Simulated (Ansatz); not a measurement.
Al, as given below.

```cif
data_structure
_symmetry_space_group_name_H-M 'Pm-3m'
_symmetry_Int_Tables_number 221
_cell_length_a 2.7880
_cell_length_b 2.7880
_cell_length_c 2.7880
_cell_angle_alpha 90.000
_cell_angle_beta 90.000
_cell_angle_gamma 90.000
_cell_volume 21.67
loop_
_atom_site_label
_atom_site_type_symbol
_atom_site_symmetry_multiplicity
_atom_site_Wyckoff_symbol
_atom_site_fract_x
_atom_site_fract_y
_atom_site_fract_z
_atom_site_occupancy
Al1 Al 1 a 0.00000 0.00000 0.00000 1
```

Basis of the simulation: the end point of a relaxation with DFT, BLYP, plane waves (420 eV) with PAW, scalar-relativistic (Ansatz); the starting structure was generated, so it need not be a known form of this composition.

Q: Where will the first 2 clear peaks of its neutron PDF lie (peak width σ = 0.12 Å), and from which pairs do they come?

A: 1. 2.78 Å: Al–Al at 2.79 Å
2. 3.94 Å: Al–Al at 3.94 Å

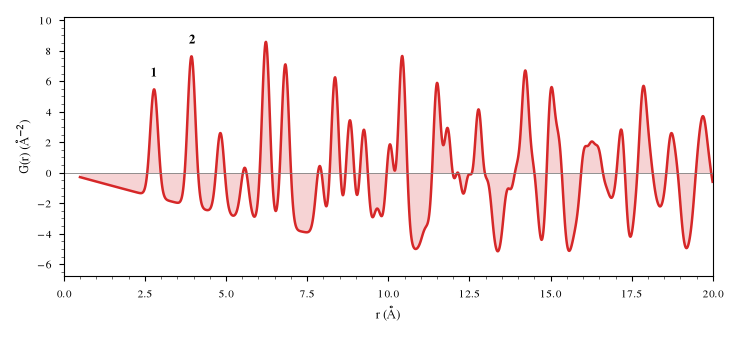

The curve is a calculated neutron PDF: distances of the static structure, each pair weighted by the product of the tabulated coherent neutron scattering lengths (natural isotope mix where the element has one), broadened by Gaussians with σ = 0.12 Å, damped by exp(−(Q_damp r)²/2) with Q_damp = 0.060 Å⁻¹. There is no Q-range truncation.
